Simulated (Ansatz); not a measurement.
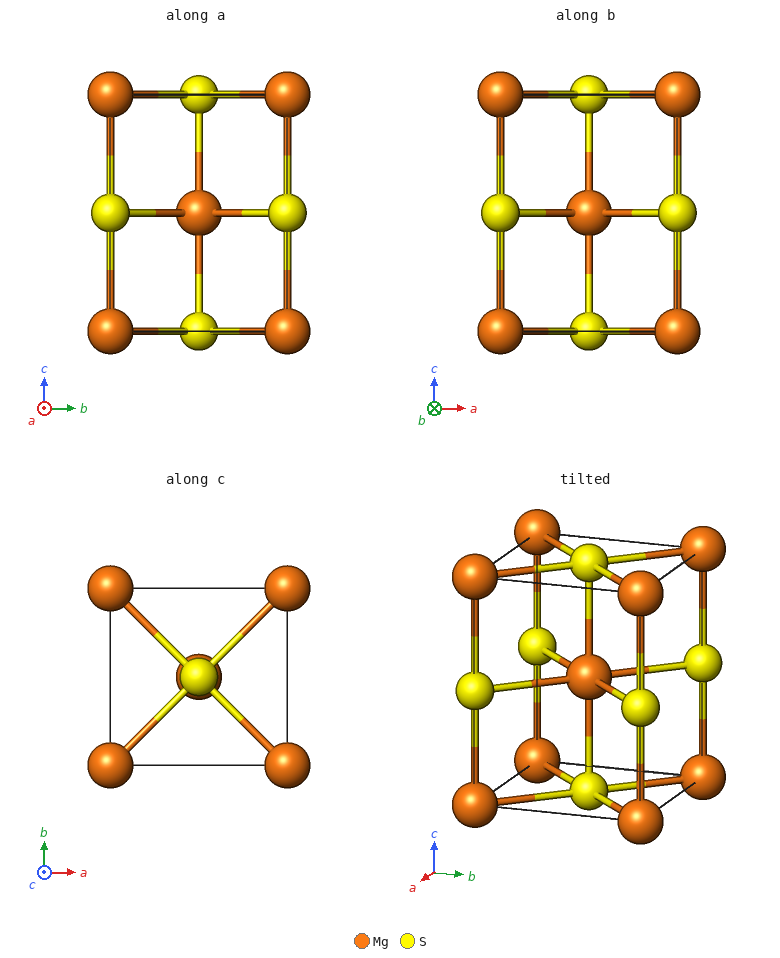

The image is a ball-and-stick drawing of a crystal, viewed along the a axis, along the b axis, along the c axis and slightly off an axis. The conventional unit cell is drawn as a box.

Lattice parameters: a = 3.813 Å, b = 3.813 Å, c = 5.101 Å, α = 90.00°, β = 90.00°, γ = 90.00°.

**Convert the drawing into a table of Wyckoff sites.**

Space group I4/mmm (No. 139).
| atom | site | x | y | z |
| --- | --- | --- | --- | --- |
| Mg | 2a | 0.0000 | 0.0000 | 0.0000 |
| S | 2b | 0.0000 | 0.0000 | 0.5000 |

It goes back to a structure type filled with these elements by a generator (whether the compound takes this form wasn't checked). The cell was then strained or its atoms displaced on purpose. An electronic-structure calculation with Ansatz was run on it.
